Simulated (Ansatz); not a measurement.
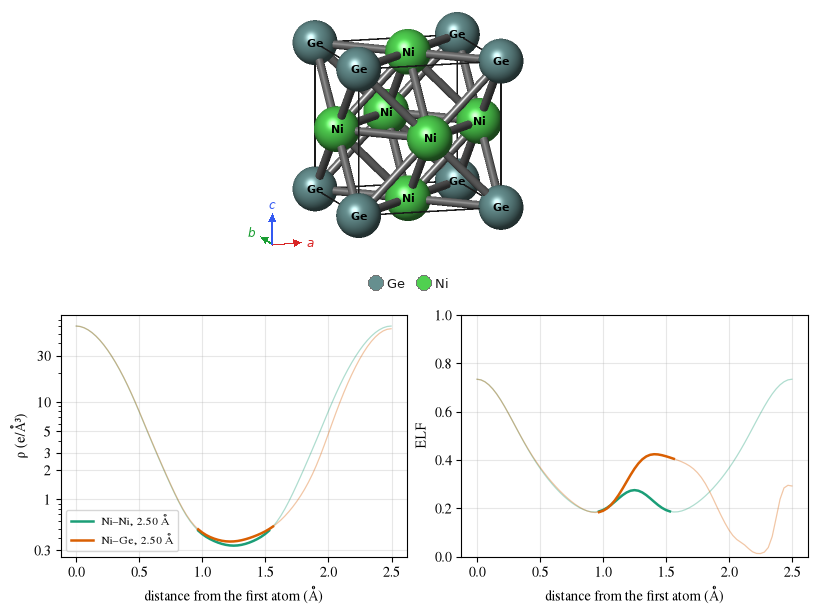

Ni₃Ge. Valence electron density and ELF along straight lines between neighbouring atoms. Thin, pale parts lie inside the atomic spheres. The structure is drawn too.

Space group Pm-3m; a structure from a database of computed crystals, not necessarily the ambient phase; computed pressure about 32 GPa in this cell; spin-polarised.

These are results of Kohn-Sham DFT of a periodic cell, PBEsol, Ansatz PAW (Ansatz 0.2.0), not measurements.

Core electrons are frozen (PAW), and the valence fields are smoothed inside the atomic spheres.

**What can be read from the curves?**

Ni–Ni (2.50 Å): ρ at the midpoint is about 0.33 e/Å³; the ELF is about 0.30 at the midpoint: no localised pair shows between them.
Ni–Ge (2.50 Å): ρ at the midpoint is about 0.37 e/Å³; the ELF is about 0.35 at the midpoint.
